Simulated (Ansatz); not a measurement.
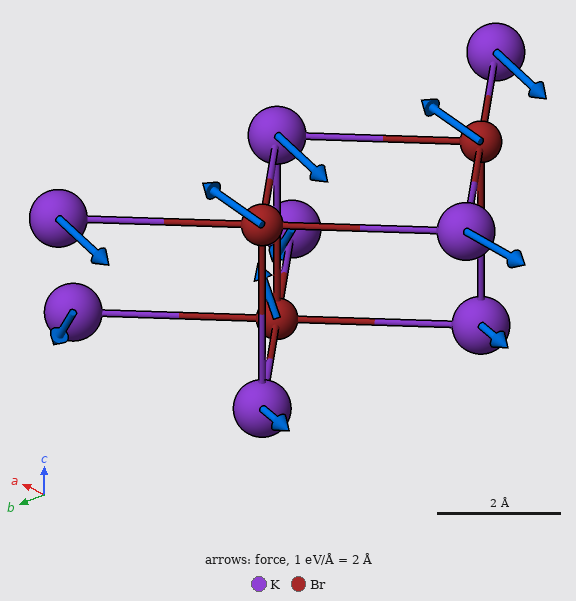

Starting geometry of a slab of composition KBr (cut from the Fm-3m phase) with the computed forces as blue arrows. A ball-and-stick model of the atoms within 5.0 Å of the atom that moves most (axes of the 1 × 2 repeat of the cell, outlined in the plane, without the vacuum (origin shifted)), seen from a free direction.

Case: stripe of 2 of 4 rows, two steps. 8 atoms are held fixed.

Level of theory: Ansatz 0.2.0, DFT PBE, scalar-relativistic, plane waves, PAW.

Input
```yaml
crystal:
  lattice:
    - [18.9529956405, 0.0, 0.0]
    - [0.0, 4.7382489101, 0.0]
    - [0.0, 0.0, 22.0513438059]
  atoms:
    - { symbol: K, position: [0.0, 0.0, 0.0680230653] }
    - { symbol: K, position: [0.125, 0.5, 0.2199615578] }
    - { symbol: Br, position: [0.0, 0.0, 0.2199615578] }
    - { symbol: Br, position: [0.125, 0.5, 0.0680230653] }
    - { symbol: K, position: [0.25, 0.0, 0.0680230653] }
    - { symbol: K, position: [0.375, 0.5, 0.2199615578] }
    - { symbol: Br, position: [0.25, 0.0, 0.2199615578] }
    - { symbol: Br, position: [0.375, 0.5, 0.0680230653] }
    - { symbol: K, position: [0.5, 0.0, 0.0680230653] }
    - { symbol: K, position: [0.625, 0.5, 0.2199615578] }
    - { symbol: Br, position: [0.5, 0.0, 0.2199615578] }
    - { symbol: Br, position: [0.625, 0.5, 0.0680230653] }
    - { symbol: K, position: [0.75, 0.0, 0.0680230653] }
    - { symbol: K, position: [0.875, 0.5, 0.2199615578] }
    - { symbol: Br, position: [0.75, 0.0, 0.2199615578] }
    - { symbol: Br, position: [0.875, 0.5, 0.0680230653] }
    - { symbol: K, position: [0.0, 0.0, 0.3719000503] }
    - { symbol: Br, position: [0.125, 0.5, 0.3719000503] }
    - { symbol: K, position: [0.25, 0.0, 0.3719000503] }
    - { symbol: Br, position: [0.375, 0.5, 0.3719000503] }
    - { symbol: K, position: [0.5, 0.0, 0.3719000503] }
    - { symbol: Br, position: [0.625, 0.5, 0.3719000503] }
    - { symbol: K, position: [0.75, 0.0, 0.3719000503] }
    - { symbol: Br, position: [0.875, 0.5, 0.3719000503] }
    - { symbol: K, position: [0.125, 0.5, 0.5238385428] }
    - { symbol: Br, position: [0.0, 0.0, 0.5238385428] }
    - { symbol: K, position: [0.375, 0.5, 0.5238385428] }
    - { symbol: Br, position: [0.25, 0.0, 0.5238385428] }
basis:
  ecutwfc: 420
kpoints:
  mp_grid: { grid: [2, 6, 1] }
hamiltonian:
  xc: pbe
scf:
  occupations: { method: gaussian, width: 0.05 }
output:
  forces: true
  eigenvalues: true
  populations: true
  write_density: true
  write_potential: true
  elf: true
  volumetric_format: npy
relax:
  adjacent_minimum: "off"
  f_tol: 0.02
  max_steps: 45
  constraints: [{ sites: [0, 3, 4, 7, 8, 11, 12, 15] }]
efield:
  axis: 3
  dipole_correction: true
  ramp_width: 0.04
```

Run as
```bash
ansatz run input.yaml --threads 4 --pin off --max-ram 9216MiB --backend cpu --events-out ev --progress --plain --runs-dir out
```

### What follows when this structure is relaxed?

It isn't relaxed: the largest force vector, on Br28, is 0.76 eV/Å. The final displacements follow the starting forces only in part (cosine between the two patterns 0.82). Over 5 geometry steps the energy falls by 0.601 eV per cell of the calculation. The largest force component goes from 0.76 to 0.0041 eV/Å. The largest move is that of K27, 0.40 Å at 80° to the normal (−c side). By element the largest moves are K 0.40 Å, Br 0.26 Å. The cell doesn't change. Near-neighbour distances that change, for instance: K27–Br28 3.350 → 3.058 Å, K25–Br28 3.350 → 3.583 Å, Br20–K27 3.350 → 3.145 Å, K19–Br20 3.350 → 3.553 Å. Among the angles between lasting bonds that change: Br28–K27–Br28 90.0° → 101.6°, Br20–K27–Br28 90.0° → 100.7°. The run took 8.2 min on 4 threads of Arm Neoverse V1, on a shared host, peak memory 5.3 GiB.
